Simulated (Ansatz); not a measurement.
**Run report: C, single-point calculation**

C (2 atoms in the cell), computed with DFT LDA, scalar-relativistic, plane waves, PAW; levels and slopes on a dense k mesh at the converged density, no spin polarisation (Ansatz 0.2.0).

The structure derives from an entry of the Crystallography Open Database. Figures and captions count atoms from 1; the log counts them from 0 in places.

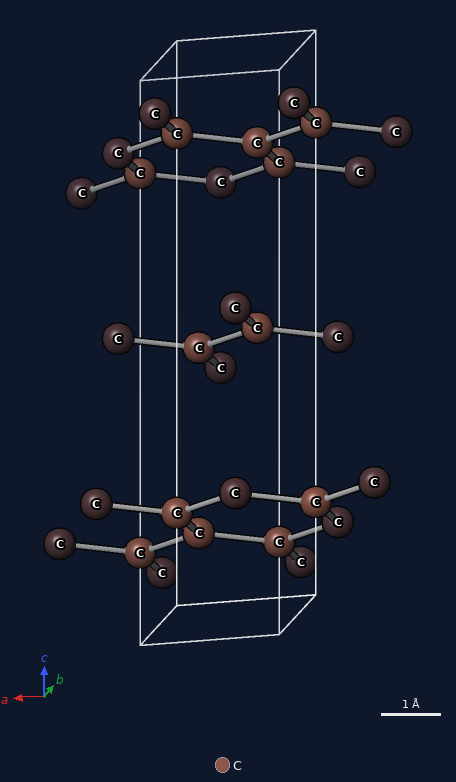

The structure (ball-and-stick view of the cell 3 times as large as that of the calculation, set on its symmetry axes, seen at an oblique angle; neighbours outside the cell are drawn fainter). Near neighbours in the crystal (not all of them lie inside the picture): C has 3 C at 1.42 Å.

### Key numbers

| quantity | value |
| --- | --- |
| outcome | converged |
| space group (tolerance 0.01 Å) | R-3m (166) |
| electrons treated | 8 |
| free energy | −485.9406 eV |
| Fermi energy | 6.795 eV |
| gap on the k-point mesh | 0.77 eV |
| pressure | −4.11 GPa |
| largest force (length of the vector) | 0.907 eV/Å |
| hardware | 1 thread of Intel Xeon @ 2.50GHz (Skylake/Cascade Lake), 128 GiB of memory available, shared host |
| wall time | 12 s |
| peak memory | 0.4 GiB |

### The input
```yaml
crystal:
  lattice:
    - [1.22802871, 0.70900271, 3.34701145]
    - [-1.22802871, 0.70900271, 3.34701145]
    - [0.0, -1.41800541, 3.34701145]
  atoms:
    - { symbol: C, position: [0.836, 0.836, 0.836] }
    - { symbol: C, position: [0.164, 0.164, 0.164] }
basis:
  ecutwfc: 420
kpoints:
  mp_grid: { grid: [18, 18, 18] }
hamiltonian:
  xc: lda
scf:
  occupations: { method: gaussian, width: 0.05 }
output:
  forces: true
  eigenvalues: true
  eigenstates:
    nscf_kmesh: { grid: [18, 18, 18] }
    top_band: c6
    de_dk: true
    localisation: false
  stress: true
checkpoint:
  write: ck
  compress: false
  write_wavefunctions: false
  write_every: 100000
```

Launched with:
```bash
ansatz run input.yaml --threads 1 --pin off --max-ram 3072MiB --backend cpu --events-out ev --progress --plain --runs-dir out
```

### Log
```
basis.fft_grid_basis auto: the FFT boxes are laid along the combinations [[1, 0, -1], [0, 1, -1], [0, 0, 1]] of the cell's own vectors, 2.456, 2.456 and 3.635 Å long. The dense box has 18×18×25 points. Along the cell's own vectors, as sized, it would have 25×25×25, 1.93 times as many. Of the 12 symmetry operations that the crystal satisfies within crystal.symmetry.tolerance (time reversal apart; of a slab, those that keep its plane) the dense box along the cell's own vectors carries 12, and the one as laid loses 8 of those. basis.fft_grid_basis: typed keeps the cell's own vectors: state it where this run's energies or levels are differenced outside the engine with another run's, or held beside a run that keeps those vectors.
Engine: ansatz 0.2.0, x86_64-unknown-linux-gnu
Pseudopotentials: kind: paw
Pseudopotential: C, paw, valence charge 4, recommended cutoff 420 eV (normal), C.paw.azcp
Functional definition: SPW92
  exchange = slater_x
  correlation = pw_c
Crystal: 2 atoms, lattice volume = 17.485 Å³
Basis set: ecut = 420 eV, 329 PW (Γ), FFT grids on a1−a3, a2−a3, a3
Bands: 8, of which v1, the nominal top of the filled ones, is band 4 counted from 1 (3 counted from 0)
Symmetry: 12 space group operations
Space group: R-3m (ITA 166), of the structure as read, at distance tolerance 2.6e-5 Å
k-points: 580 of 5832
Non-local potential: C, projectors of the file, l = 0: 2, l = 1: 2, l = 2: 1
PAW form: soft (Blöchl's): semilocal exchange-correlation on the pseudo side does not see the compensation charge
PAW frozen core: C, regenerated for the run's functional, and the local potential with it (the file was generated under x = pbe(κ = 0.804, μ = 0.2195149727645171), c = pbe(β = 0.06672455060314922))
PAW one-centre angular grid: C, 110 points (default); XC on 64 Gauss nodes
Initial density: superposition of atomic densities (neutral atoms: chi_scale 0, normalization atom), corrected by the library's trained network
Initial wavefunctions: pseudopotential atomic-orbital guess
Functional: x = slater, c = lda
SCF iter   1: F=—  HF=-485.940750 eV  |F-HF|=—  |Δ(HF+E_count)|=         —  Δρ=5.84e-3  dr2=2.04e-3  ethr=1.77e-3  ⟨swp⟩=4.1  Hψ=29962  notcnv=0
preconditioner: auto → none  [insulator: Δε(μ)=0.772 eV  Ē_g=18.266 eV  σ=0.050 eV  W_gap=1.00  n_scr=2 (ndim 8)  ℏωp=25.1 eV  f_vac=0.003  D(μ)=0.00/eV (n_scr^D=0)  ε∞_Penn≈2.9]
SCF iter   2: F=—  HF=-485.940702 eV  |F-HF|=—  |Δ(HF+E_count)|=   4.83e-5  Δρ=2.83e-3  dr2=4.79e-4  ethr=2.55e-5  ⟨swp⟩=1.6  Hψ=9886  notcnv=0
SCF iter   3: F=—  HF=-485.940623 eV  |F-HF|=—  |Δ(HF+E_count)|=   7.81e-5  Δρ=2.01e-4  dr2=9.01e-6  ethr=5.99e-6  ⟨swp⟩=1.0  Hψ=4640  notcnv=0
SCF iter   4: F=—  HF=-485.940620 eV  |F-HF|=—  |Δ(HF+E_count)|=   3.16e-6  Δρ=8.27e-5  dr2=1.68e-6  ethr=1.13e-7  ⟨swp⟩=2.1  Hψ=6408  notcnv=0
SCF iter   5: F=—  HF=-485.940619 eV  |F-HF|=—  |Δ(HF+E_count)|=   1.33e-6  Δρ=1.24e-5  dr2=1.94e-8  ethr=2.10e-8  ⟨swp⟩=2.2  Hψ=6818  notcnv=0
SCF iter   6: F=—  HF=-485.940619 eV  |F-HF|=—  |Δ(HF+E_count)|=   6.15e-8  Δρ=4.75e-6  dr2=3.14e-9  ethr=2.42e-10  ⟨swp⟩=2.2  Hψ=6053  notcnv=0
SCF iter   7: F=—  HF=-485.940619 eV  |F-HF|=—  |Δ(HF+E_count)|=   1.38e-9  Δρ=6.72e-7  dr2=6.08e-11  ethr=3.93e-11  ⟨swp⟩=2.2  Hψ=6853  notcnv=0
SCF iter   8: F=-485.940619 eV  HF=-485.940619 eV  |F-HF|=7.96e-13  |Δ(HF+E_count)|=  2.82e-11  Δρ=9.00e-8  dr2=8.06e-13  ethr=1.00e-12  ⟨swp⟩=5.9  Hψ=17184  notcnv=0
SCF 1 converged in 8 iterations: F = -485.940619 eV  dr2 = 8.06e-13
  greatest PAW one-centre occupation: 0.667 electrons in one spin orbital (limit 2), on the C atom at site 1 (counted from 0), in its partial waves of l = 0
```

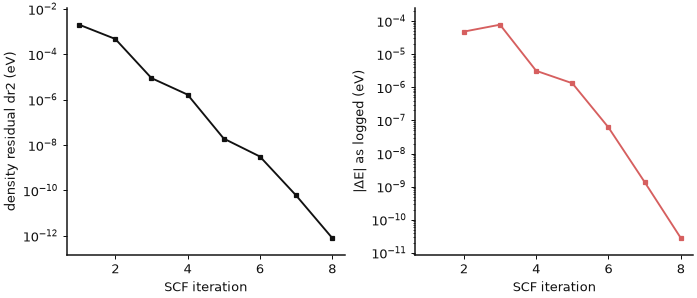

Convergence of the self-consistent field: density residual dr2 and size of the energy change against the SCF iteration. The residual falls at every step.

```
NSCF: frozen V_eff on 580 k-points
SCF converged after 8 iterations
Free energy (F): -485.940619 eV
Harris-Foulkes:  -485.940619 eV  (|F-HF|=7.96e-13)
Internal energy: -485.940619 eV  (E = F + TS)
E sigma→0 (E₀):  -485.940619 eV
Fermi energy:    6.795032 eV
--- Per-component energies (eV) ---
  E_band       = -18.135997
  E_kinetic    = 182.151964
  E_local      = -306.743279  (includes V_loc(G=0)·N_el)
  E_nonlocal   = 56.915419
  E_hartree    = 91.586321
  E_xc         = -95.114132
  E_vxc        = -118.254613  (∫ρ·V_xc dr)
  E_paw        = -183.817453  (= ΣΔE_a)
  E_vpaw       = -15.378135  (= ΣTr[D̂ρ^β])
  E_aug_tail   = 0.000019  (compensation charges beyond the density's cutoff)
  E_ewald      = -231.045142
  E_core_change = 0.125665  (= ΣΔE_core)
  E_smearing   = -0.000000  (= −TS)
  E_closure    = 0.000000  (closes the sum)
  Σ components = -485.940619   (vs F -485.940619, Δ=0.00e0)
--- Forces (eV/Å), atoms counted from 1 ---
  atom   1  C     -0.00000000    -0.00000000    -0.90674415
  atom   2  C      0.00000000     0.00000000     0.90674415
  max |Σ_I F_I| component: 1.11e-16 eV/Å
--- Stress (GPa, compression-positive) ---
       -5.780351       0.000000      -0.000000
       -0.000000      -5.780351       0.000000
       -0.000000       0.000000      -0.776262
  P = ⅓ Tr σ = -4.1123 GPa (-41.123 kbar)
--- Band table (eV; the first three rows and the last of 580) ---
  k-point 0: bands = ["-12.7169", "0.2169", "3.8470", "3.8470", "10.6162", "15.2133", "15.2133", "18.2053"]
  k-point 1: bands = ["-12.6421", "0.2924", "3.5560", "3.6899", "10.7208", "15.2579", "15.5279", "17.9514"]
  k-point 2: bands = ["-12.4183", "0.5177", "2.7516", "3.2717", "11.0329", "15.3203", "16.4141", "17.2372"]
  k-point 579: bands = ["-12.3908", "-1.8683", "3.8270", "3.8270", "15.1739", "15.1739", "16.9653", "18.2582"]
--- Fermi surface from the table of eigenstates not read: on its mesh, or on one of the eight of every second point, the electrons fill whole bands (an insulator's do; a metal wants a denser output.eigenstates.nscf_kmesh) ---
```

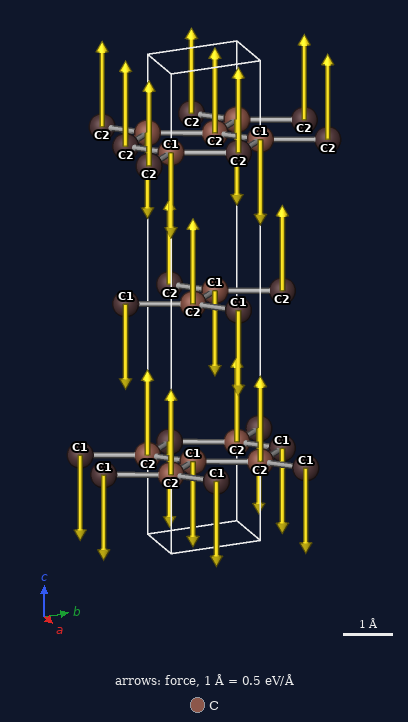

Forces on the atoms as yellow arrows (ball-and-stick view of the cell 3 times as large as that of the calculation, set on its symmetry axes, seen slightly off an axis; neighbours outside the cell are drawn fainter; atoms are numbered from 1 in the order of the input). The largest act on C1, C2 (0.91 eV/Å). The geometry is not a stationary point of this energy.
